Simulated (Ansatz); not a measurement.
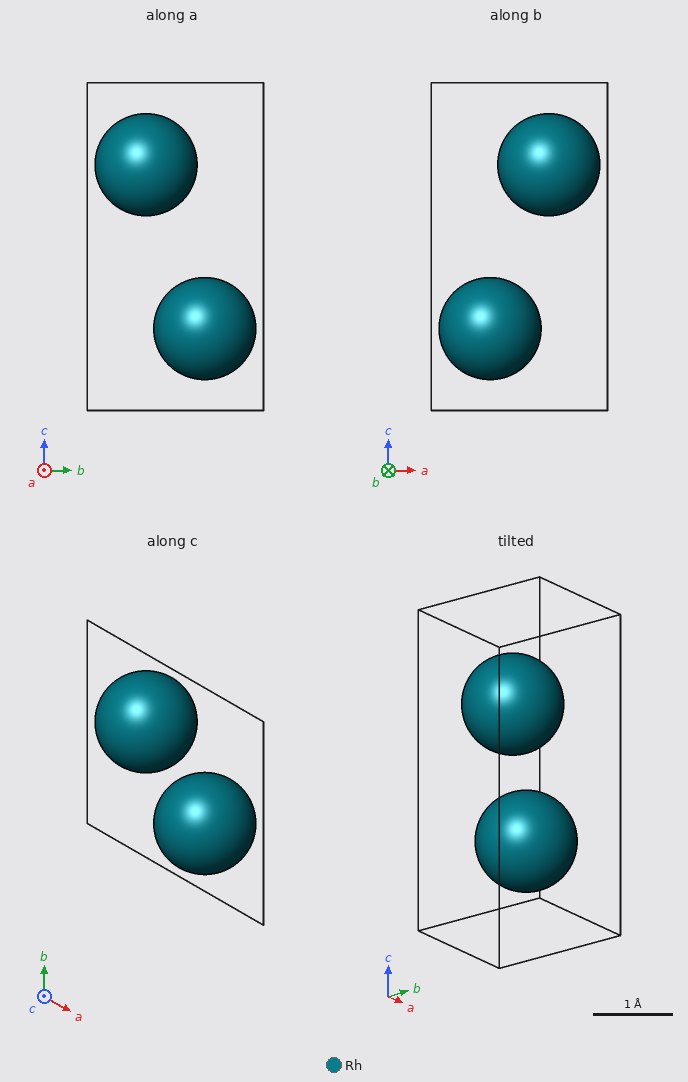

A spheres-only rendering, viewed along the a axis, along the b axis, along the c axis and slightly off an axis. The wireframe shows the conventional unit cell.

Lattice parameters: a = 2.5907 Å, b = 2.5907 Å, c = 4.1751 Å, α = 90.000°, β = 90.000°, γ = 120.000°.

**Give the structure in the form of a CIF in P1 with every atom of the cell.**

```cif
data_structure
_symmetry_space_group_name_H-M 'P 1'
_symmetry_Int_Tables_number 1
_cell_length_a 2.5907
_cell_length_b 2.5907
_cell_length_c 4.1751
_cell_angle_alpha 90.000
_cell_angle_beta 90.000
_cell_angle_gamma 120.000
_cell_volume 24.27
loop_
_atom_site_label
_atom_site_type_symbol
_atom_site_fract_x
_atom_site_fract_y
_atom_site_fract_z
_atom_site_occupancy
Rh1 Rh 0.3333 0.6667 0.2500 1
Rh2 Rh 0.6667 0.3333 0.7500 1
```

Starting structure: a structure type filled with this element by a generator (whether the element takes this form wasn't checked). Earlier steps of the study may have refined or changed the cell and positions. A calculation with Ansatz used it as input.

At this level of theory the cell isn't at rest (compressed, at 49 GPa), so its distances can differ from those at equilibrium, the more so the softer the solid.
